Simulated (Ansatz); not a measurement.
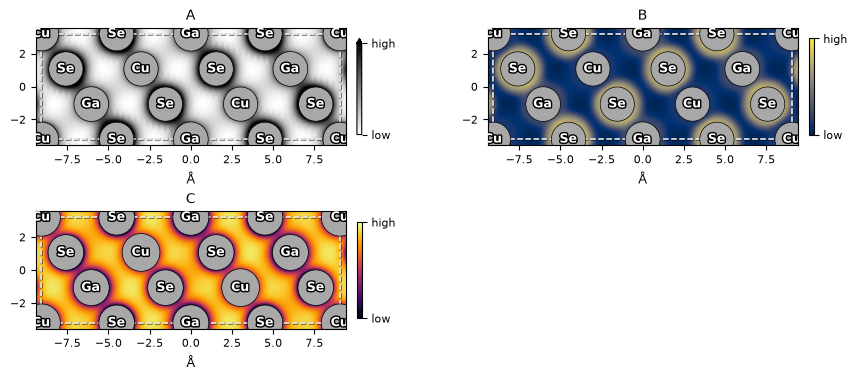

GaCuSe$_{2}$: 3 fields on the (110) plane of the conventional cell, with unlabelled colour scales. Grey discs cover the atomic cores.

Space group R-3m; started from the I-III-VI2 or I-V-VI2 ordering on rocksalt lattice prototype, which need not be the ambient phase; computed without spin polarisation.

The calculation used DFT, r2SCAN+rVV10, plane waves, PAW (Ansatz).

**The panels show electron localisation function, electrostatic potential energy of an electron and valence pseudo-density in some order. Assign them.**

Panel A: valence pseudo-density. Panel B: electron localisation function. Panel C: electrostatic potential energy of an electron (low next to the atoms, rising into the space between them). From the grid: Cu–Se (2.60 Å): ρ is about 0.33 e/Å³ halfway; the ELF is about 0.45 at the midpoint. Ga–Se (2.63 Å): the density is about 0.36 e/Å³ at the midpoint; the ELF is about 0.65 at the midpoint.
